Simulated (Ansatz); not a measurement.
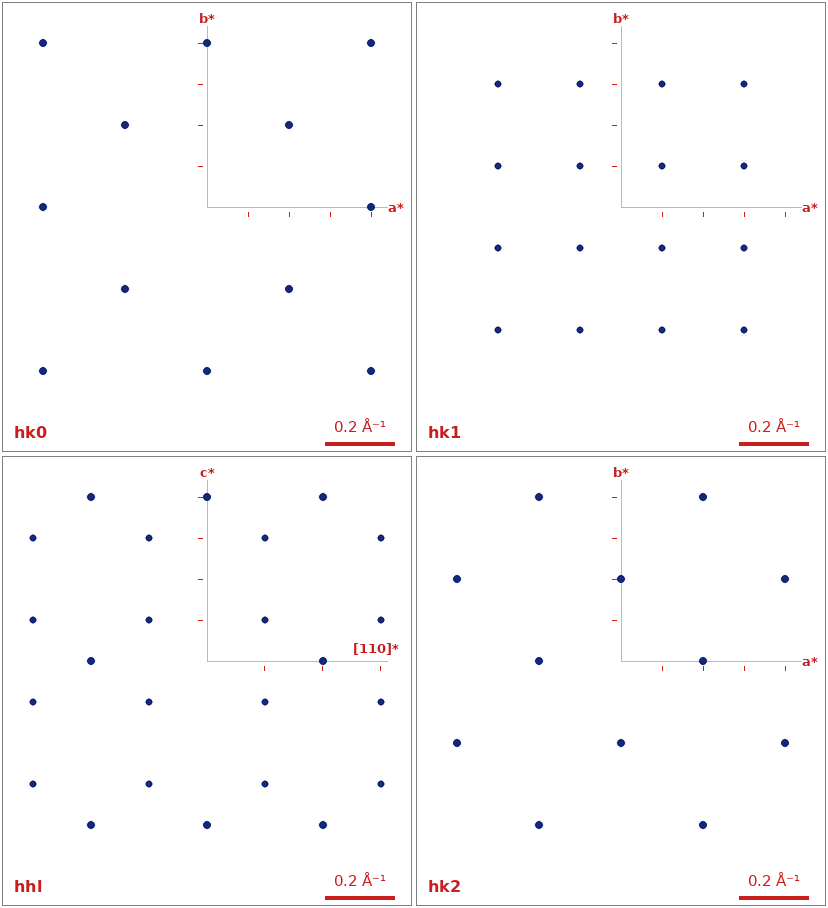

Simulated precession-type sections (neutrons; kinematic intensities, B = 0.5 Å²). The ticks mark integer indices of the conventional cell.

Q: Read the reciprocal cell and give the direct cell.

A: a* = 0.119, b* = 0.119, c* = 0.119 Å⁻¹; the cell is cubic with a = 8.41 Å.

Q: List the systematic absences.

A: Reflections are present only under these conditions. hkl: h + k = 2n, h + l = 2n; hk0: h = 2n, h + k = 4n; hhl: h + l = 2n; h00: h = 4n. The lattice is face-centred (F). Further gaps, such as 2 2 2, 4 4 2, come from atoms on special positions, not from the group's general conditions.

Q: Which space groups fit?

A: The intensities have Laue symmetry m-3m (the hk0 layer shows 4mm, hk1 shows 4mm). With these conditions only Fd-3m (No. 227) fits. The compound is Ca. Structure: the input geometry of an electronic-structure calculation (not necessarily at equilibrium); the starting structure was generated, so it need not be a known form of this composition.
